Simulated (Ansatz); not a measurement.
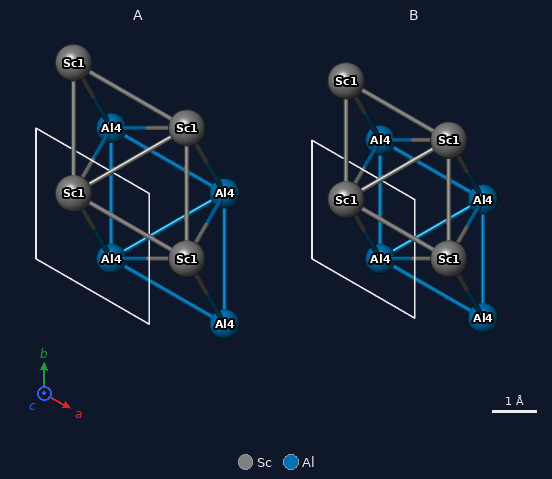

Two geometries of solid ScAl₃ (a generated structure, set up in P-6m2) (coarse preliminary run), drawn at one scale. One is the start of a relaxation, the other its converged end. A ball-and-stick model of the cell of the calculation, repeated 2 × 2 × 1 with one cell outlined, seen along the c axis.

The calculation used Ansatz 0.2.0, DFT PBE, scalar-relativistic, plane waves, PAW. (plane-wave cutoff 420 eV; k-point mesh 6 × 6 × 2; occupations gaussian; smearing width 0.1 eV; no spin polarisation; cell and atoms relaxed; force threshold 0.04 eV/Å; at most 70 steps)

### Which of the two is the end point?

Structure A is the relaxed one. The largest moves relative to the cell, 0.086 Å, are those of Al atoms. Sc stays in place. The drawn cell changes as follows: a = b 2.729 → 3.008 Å (+10.2 %), c 10.130 → 9.415 Å (−7.1 %); the volume changes by +12.9 %. Some distances before and after: Al–Al 2.729 → 3.008 Å, Sc–Sc 2.729 → 3.008 Å, Al–Al 2.983 → 2.856 Å, Al–Sc 2.983 → 2.995 Å. The space group stays P-6m2 (No. 187). The energy falls by 203 meV per atom in 4 accepted moves (5 points after the start). The largest force component goes from 0.19 to 0.019 eV/Å. The pressure goes from 11.69 to 0.15 GPa. The SCF was repeated once at an unchanged geometry on a basis and grid sized afresh for the cell, which shifted the energy by 2.8 meV per atom at most. The run took 6.7 s on 1 thread of AMD EPYC 7R43 64-Core Processor (Zen 3) (shared host), peak memory 0.4 GiB.

Limits of the set-up: the k-point mesh is coarse for a cell with partly filled bands.
